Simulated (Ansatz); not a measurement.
**Si128C127 (charge +2): single-point calculation (part 2 of 3)**

Continued. System: Si128C127 (defect cell, 255 atoms in the cell, total charge +2). Method: DFT, HSE06, PAW, plane waves (Ansatz 0.2.0); cutoff 420 eV, 1×1×1 k-mesh, Fermi–Dirac smearing of 0.01 eV. 

## Output, continued
```
  atom 146  C     -0.00295871     0.00858444    -0.00370715
  atom 147  C     -0.00152805     0.00158044     0.01430443
  atom 148  C     -0.02449738     0.01130231    -0.07155415
  atom 149  C     -0.00027965    -0.00148970     0.01237572
  atom 150  C      0.00206404    -0.02161937    -0.06148015
  atom 151  C      0.00118855    -0.00046207     0.00848763
  atom 152  C      0.00833509     0.00014576    -0.00208384
  atom 153  C     -0.00087157     0.00105243     0.00857241
  atom 154  C     -0.00781136    -0.00567910    -0.00328247
  atom 155  C     -0.00246948    -0.00093635     0.01304225
  atom 156  C     -0.01437300    -0.00758077    -0.00787371
  atom 157  C     -0.00099615     0.00095478     0.00940541
  atom 158  C     -0.00850992     0.00186820    -0.00302675
  atom 159  C     -0.00106460    -0.00041090     0.01118574
  atom 160  C     -0.00354141    -0.00086281     0.00183059
  atom 161  C      0.00064196     0.00219536     0.01554729
  atom 162  C      0.00012789    -0.00070177    -0.00190388
  atom 163  C      0.01215016     0.00673722     0.01756581
  atom 164  C      0.00196172    -0.00226756    -0.00282710
  atom 165  C      0.01204653     0.00537605     0.01874485
  atom 166  C     -0.00132145     0.00123296    -0.00296740
  atom 167  C      0.00071947    -0.00103620     0.01539452
  atom 168  C      0.00065123     0.00034980    -0.00410419
  atom 169  C      0.00020949     0.01404061     0.02143337
  atom 170  C      0.00044014     0.00030211    -0.00298175
  atom 171  C      0.05628174     0.03182855     0.07239775
  atom 172  C      0.00162270     0.00023801    -0.00384981
  atom 173  C      0.01662657    -0.00789045     0.01814858
  atom 174  C      0.00103008    -0.00069394    -0.00282047
  atom 175  C      0.00539457    -0.00153800     0.01429734
  atom 176  C      0.00095371    -0.00129187    -0.00269333
  atom 177  C     -0.01093491     0.00645891     0.01920692
  atom 178  C     -0.00142989    -0.00247447    -0.00176838
  atom 179  C     -0.05611939     0.03234755     0.07962498
  atom 180  C     -0.00123254    -0.00040058    -0.00533284
  atom 181  C      0.00108447    -0.06293770     0.07135023
  atom 182  C     -0.00010085    -0.00289850    -0.00401627
  atom 183  C      0.00541427    -0.00903158     0.01955625
  atom 184  C     -0.00142037    -0.00053642    -0.00271743
  atom 185  C     -0.01024980     0.00679327     0.01947460
  atom 186  C      0.00073644     0.00213415    -0.00086650
  atom 187  C     -0.01563371    -0.00852235     0.01875634
  atom 188  C      0.00055781    -0.00039453    -0.00383865
  atom 189  C     -0.00317719    -0.00954193     0.01928362
  atom 190  C      0.00124078    -0.00032704    -0.00257311
  atom 191  C     -0.00385840    -0.00225850     0.01614120
  atom 192  C     -0.00041715    -0.00127555    -0.00243241
  atom 193  C      0.00038201     0.00302698     0.01801875
  atom 194  C     -0.00050568     0.00107036    -0.00690705
  atom 195  C      0.01179435     0.00806709     0.01656330
  atom 196  C      0.00161020     0.00018764    -0.01469769
  atom 197  C      0.00419066     0.00011391     0.01725667
  atom 198  C      0.00133349    -0.00132687    -0.00783474
  atom 199  C      0.00036406    -0.00161385     0.01529504
  atom 200  C     -0.00045812    -0.00062888    -0.00399214
  atom 201  C      0.00071608     0.01129697     0.02059687
  atom 202  C      0.00014743     0.00213507    -0.01527454
  atom 203  C      0.01190919    -0.00639415     0.01979525
  atom 204  C      0.00226135    -0.00182702    -0.01421701
  atom 205  C      0.00330818    -0.00297857     0.01745205
  atom 206  C      0.00186825    -0.00170949    -0.00756902
  atom 207  C      0.00374622    -0.00085800     0.01606192
  atom 208  C      0.00104476    -0.00014154    -0.00492594
  atom 209  C     -0.01382335     0.00653559     0.01782678
  atom 210  C     -0.00173442     0.00177453    -0.01396836
  atom 211  C     -0.00974762    -0.00626957     0.02080907
  atom 212  C     -0.00222580    -0.00268413    -0.01372672
  atom 213  C      0.00093525    -0.01245812     0.01799347
  atom 214  C      0.00017578    -0.00376983    -0.01404847
  atom 215  C      0.00346163     0.00152649     0.01982966
  atom 216  C      0.00058212    -0.00016070    -0.00989041
  atom 217  C     -0.00332771     0.00091992     0.01664134
  atom 218  C     -0.00160003    -0.00132485    -0.00722149
  atom 219  C     -0.00138517    -0.00313287     0.01784207
  atom 220  C     -0.00205304    -0.00062938    -0.00701317
  atom 221  C     -0.00280516     0.00010339     0.02031880
  atom 222  C      0.00003605     0.00151093    -0.00965226
  atom 223  C     -0.00196293    -0.00011541     0.01823179
  atom 224  C     -0.00128949     0.00094914    -0.00437605
  atom 225  C      0.00660443     0.00680360     0.01652669
  atom 226  C     -0.00003781     0.00003364     0.00316677
  atom 227  C      0.00419176    -0.01108336     0.01745691
  atom 228  C     -0.00098090     0.00166415     0.00312961
  atom 229  C      0.02931715     0.06107255     0.02109190
  atom 230  C      0.00084708     0.00198984     0.00441319
  atom 231  C      0.07088814    -0.01333199     0.01914238
  atom 232  C      0.00190085     0.00067150     0.00438558
  atom 233  C      0.00776243    -0.00610452     0.01476710
  atom 234  C      0.00052498     0.00014236     0.00455620
  atom 235  C     -0.00078846     0.00227314     0.01208337
  atom 236  C      0.00006720     0.00065390     0.00233784
  atom 237  C     -0.03303652     0.06816699     0.01844936
  atom 238  C     -0.00124403     0.00182456     0.00467674
  atom 239  C      0.00037002     0.00049846     0.00444967
  atom 240  C      0.04451582    -0.04686603     0.02167330
  atom 241  C      0.00077140    -0.00145040     0.00446011
  atom 242  C      0.00977103     0.00761618     0.01859745
  atom 243  C     -0.00063619    -0.00191552     0.00280285
  atom 244  C     -0.00507909     0.00393144     0.01637635
  atom 245  C     -0.00033352     0.00012008     0.00397758
  atom 246  C     -0.07857649    -0.00884635     0.01529035
  atom 247  C     -0.00142774     0.00034835     0.00353780
  atom 248  C     -0.04179134    -0.05020912     0.02061895
  atom 249  C     -0.00139192    -0.00123906     0.00373357
  atom 250  C      0.00030805     0.00761461     0.01810981
  atom 251  C     -0.00043332     0.00033928     0.00356966
  atom 252  C     -0.00775146    -0.00865186     0.01568886
  atom 253  C     -0.00148463     0.00017784     0.00348585
  atom 254  C     -0.00950429     0.00363268     0.01806306
  atom 255  C     -0.00019734    -0.00101883     0.00323170
  max |Σ_I F_I| component: 3.43e-4 eV/Å
--- Charged-cell corrections in eV (Makov–Payne, q = +2.000 e, ε = 9.700) ---
  F (periodic)     = -113403.501511  (uncorrected; the corrections below are reported, never added to it)
  E_corr1          = +0.529939  (monopole, q²α_M/2εL)
  F Makov-Payne    = -113402.971572  (F + E_corr1; no measured alignment; for a localised charge, not one spread in a band: unchecked)
--- Band table (eV) ---
  k-point 0: bands = ["-8.0476", "-7.7773", "-7.6153", "-7.4796", "-7.4626", "-7.3375", "-7.1960", "-7.0543", "-7.0359", "-6.9900", ... 554 levels left out ..., "14.6338", "14.6549", "14.6820", "14.7244", "14.7439", "14.7634", "14.7759", "14.8017", "14.8122", "14.8345", "14.8653", "14.9102", "14.9272", "14.9555", "14.9604", "14.9658", "14.9879", "15.0018", "15.0257", "15.0412", "15.0599", "15.0778", "15.1070", "15.1273", "15.1362", "15.1463", "15.1862", "15.1901", "15.2334",
      "15.3273", "15.3470", "15.3774", "15.3936", "15.4461", "15.4582", "15.4945", "15.5265", "15.5520", "15.5696", "15.6065", "15.6180", "15.6584", "15.6993", "15.7401", "15.7536", "15.7741", "15.7873", "15.8285", "15.8459", "15.8648", "15.8761", "15.9306", "15.9433", "15.9557", "15.9637", "15.9788", "15.9952", "16.0129", "16.0263", "16.0474", "16.0698", "16.0914", "16.1199", "16.1261", "16.1361", "16.1428", "16.1452", "16.1573", "16.1676",
      "16.1931", "16.2218", "16.2376", "16.2498", "16.2628", "16.2917", "16.3176", "16.3333", "16.3503", "16.3716", "16.3805", "16.3873", "16.3996", "16.4065", "16.4269", "16.4535", "16.4905", "16.5234", "16.5329", "16.5480", "16.5882", "16.6019", "16.6151", "16.6205", "16.6427", "16.6516", "16.6761", "16.6989", "16.7425", "16.7637", "16.7796", "16.7879", "16.8001", "16.8384", "16.8588", "16.8719", "16.8841", "16.9117", "16.9206", "16.9310",
      "16.9442", "16.9728", "17.0201", "17.0464", "17.0542", "17.0630", "17.1000", "17.1266", "17.1470", "17.1705", "17.1867", "17.2025", "17.2172", "17.2387", "17.2487", "17.2597", "17.2730", "17.2864", "17.3054", "17.3320", "17.3393", "17.3569", "17.3688", "17.3743", "17.3865", "17.3942", "17.4152", "17.4347", "17.4441", "17.4662", "17.4932", "17.5015", "17.5190", "17.5390", "17.5656", "17.5724", "17.5959", "17.6021", "17.6125", "17.6416",
      "17.6493", "17.6634", "17.6887", "17.7147", "17.7260", "17.7490", "17.7620", "17.7951", "17.8256", "17.8474", "17.8691", "17.8789", "17.8864", "17.9097", "17.9289", "17.9601", "17.9752", "17.9877", "17.9990", "18.0245", "18.0345", "18.0458", "18.0579", "18.0656", "18.0885", "18.1005", "18.1090", "18.1102", "18.1225", "18.1289", "18.1390", "18.1526", "18.1643", "18.1668", "18.1741", "18.1808", "18.2027", "18.2063", "18.2189", "18.2255",
      "18.2424", "18.2501", "18.2535", "18.2689", "18.2838", "18.3012", "18.3205", "18.3256", "18.3381", "18.3443", "18.3505"]
--- Löwdin populations: 255 sites ---
  site symbol       q [e]
     0     Si      2.8911
     1     Si      2.8924
     2     Si      2.8910
     3     Si      2.8928
     4     Si      2.8910
     5     Si      2.8928
     6     Si      2.8913
     7     Si      2.8921
     8     Si      2.8910
     9     Si      2.8921
    10     Si      2.8928
    11     Si      2.8919
    12     Si      2.8910
    13     Si      2.8920
    14     Si      2.8914
    15     Si      2.8922
    16     Si      2.8910
    17     Si      2.8928
    18     Si      2.8928
    19     Si      2.8919
    20     Si      2.8930
    21     Si      2.8918
    22     Si      2.8909
    23     Si      2.8925
    24     Si      2.8909
    25     Si      2.8927
    26     Si      2.8910
    27     Si      2.8920
    28     Si      2.8909
    29     Si      2.8925
    30     Si      2.8913
    31     Si      2.8922
    32     Si      2.9047
    33     Si      2.9065
    34     Si      2.9051
    35     Si      2.9076
    36     Si      2.9047
    37     Si      2.9058
    38     Si      2.9049
    39     Si      2.9066
    40     Si      2.9039
    41     Si      2.8989
    42     Si      2.9039
    43     Si      2.8986
    44     Si      2.9046
    45     Si      2.9057
    46     Si      2.9048
    47     Si      2.9066
    48     Si      2.9052
    49     Si      2.9074
    50     Si      2.9039
    51     Si      2.8987
    52     Si      2.9052
    53     Si      2.9071
    54     Si      2.9046
    55     Si      2.9059
    56     Si      2.9047
    57     Si      2.9057
    58     Si      2.9046
    59     Si      2.9058
    60     Si      2.9046
    61     Si      2.9060
    62     Si      2.9047
    63     Si      2.9065
    64     Si      2.9047
    65     Si      2.9055
    66     Si      2.9052
    67     Si      2.9060
    68     Si      2.8969
    69     Si      2.9054
    70     Si      2.8968
    71     Si      2.9054
    72     Si      2.9045
    73     Si      2.9055
    74     Si      2.9051
    75     Si      2.9055
    76     Si      2.8969
    77     Si      2.9054
    78     Si      3.0398
    79     Si      2.9053
    80     Si      2.8967
    81     Si      2.9054
    82     Si      2.9050
    83     Si      2.9059
    84     Si      2.9046
    85     Si      2.9055
    86     Si      2.8971
    87     Si      2.9054
    88     Si      2.8968
    89     Si      2.9054
    90     Si      2.9040
    91     Si      2.9054
    92     Si      2.9047
    93     Si      2.9055
    94     Si      2.9050
    95     Si      2.9059
    96     Si      2.8918
    97     Si      2.8918
    98     Si      2.8947
    99     Si      2.8920
   100     Si      2.8953
   101     Si      2.8920
   102     Si      2.8921
   103     Si      2.8919
   104     Si      2.8866
   105     Si      2.8919
   106     Si      3.0519
   107     Si      2.8919
   108     Si      2.8864
   109     Si      2.8918
   110     Si      2.8922
   111     Si      2.8918
   112     Si      2.8940
   113     Si      2.8920
   114     Si      3.0550
   115     Si      2.8918
   116     Si      3.0521
   117     Si      2.8918
   118     Si      2.8937
   119     Si      2.8921
   120     Si      2.8938
   121     Si      2.8922
   122     Si      2.8871
   123     Si      2.8918
   124     Si      2.8933
   125     Si      2.8920
   126     Si      2.8927
   127     Si      2.8918
   128      C      5.0052
   129      C      5.0051
   130      C      5.0048
   131      C      5.0053
   132      C      5.0048
   133      C      5.0053
   134      C      5.0051
   135      C      5.0051
   136      C      5.0052
   137      C      5.0078
   138      C      5.0053
   139      C      4.9890
   140      C      5.0052
   141      C      5.0079
   142      C      5.0052
   143      C      5.0048
   144      C      5.0048
   145      C      5.0054
   146      C      5.0053
   147      C      4.9891
   148      C      5.0054
   149      C      4.9893
   150      C      5.0047
   151      C      5.0058
   152      C      5.0046
   153      C      5.0052
   154      C      5.0052
   155      C      5.0078
   156      C      5.0048
   157      C      5.0058
   158      C      5.0052
   159      C      5.0048
   160      C      5.0048
   161      C      5.0049
   162      C      5.0058
   163      C      5.0043
   164      C      5.0057
   165      C      5.0042
   166      C      5.0053
   167      C      5.0049
   168      C      5.0066
   169      C      5.0049
   170      C      4.9876
   171      C      5.0050
   172      C      5.0068
   173      C      5.0049
   174      C      5.0050
   175      C      5.0049
   176      C      5.0058
   177      C      5.0043
   178      C      4.9875
   179      C      5.0050
   180      C      4.9877
   181      C      5.0051
   182      C      5.0062
   183      C      5.0045
   184      C      5.0058
   185      C      5.0044
   186      C      5.0068
   187      C      5.0049
   188      C      5.0062
   189      C      5.0045
   190      C      5.0050
   191      C      5.0049
   192      C      5.0160
   193      C      5.0148
   194      C      5.0118
   195      C      5.0101
   196      C      5.0164
   197      C      5.0154
   198      C      5.0160
   199      C      5.0152
   200      C      5.0173
   201      C      5.0149
   202      C      5.0173
   203      C      5.0150
   204      C      5.0165
   205      C      5.0155
   206      C      5.0160
   207      C      5.0150
   208      C      5.0117
   209      C      5.0103
   210      C      5.0174
   211      C      5.0151
   212      C      5.0118
   213      C      5.0108
   214      C      5.0165
   215      C      5.0151
   216      C      5.0164
   217      C      5.0154
   218      C      5.0165
   219      C      5.0155
   220      C      5.0164
   221      C      5.0151
   222      C      5.0160
   223      C      5.0150
   224      C      5.0151
   225      C      5.0153
   226      C      5.0069
   227      C      5.0147
   228      C      4.9969
   229      C      5.0153
   230      C      4.9958
   231      C      5.0153
   232      C      5.0153
   233      C      5.0154
   234      C      5.0153
   235      C      5.0155
   236      C      4.9967
   237      C      5.0153
   238      C      5.0153
   239      C      4.9969
   240      C      5.0153
   241      C      5.0075
   242      C      5.0148
   243      C      5.0156
   244      C      5.0153
   245      C      4.9960
   246      C      5.0153
   247      C      4.9970
   248      C      5.0153
   249      C      5.0171
   250      C      5.0153
   251      C      5.0152
   252      C      5.0154
   253      C      5.0078
   254      C      5.0148
  spilling = 0.010193 (of n_electrons = 1018.000000)
```

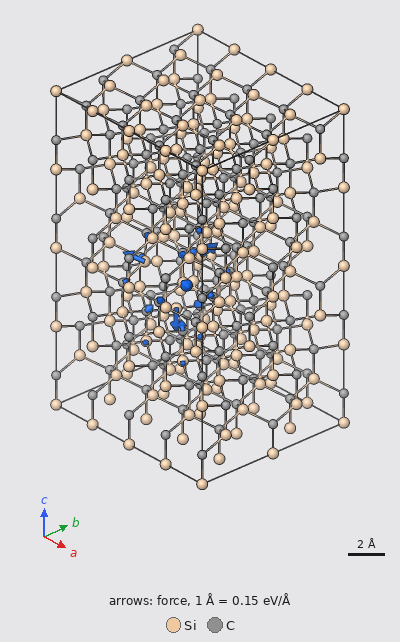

*Forces on the atoms as blue arrows (ball-and-stick view of the cell of the calculation, seen at an oblique angle); the smallest are left out.*

The largest act on Si79 (0.24 eV/Å); Si115 (0.23 eV/Å); Si107 (0.21 eV/Å); Si117 (0.20 eV/Å), among others. Atoms are counted from 1 in the order of the input and aren't labelled in the picture. 

The run was set up as follows.
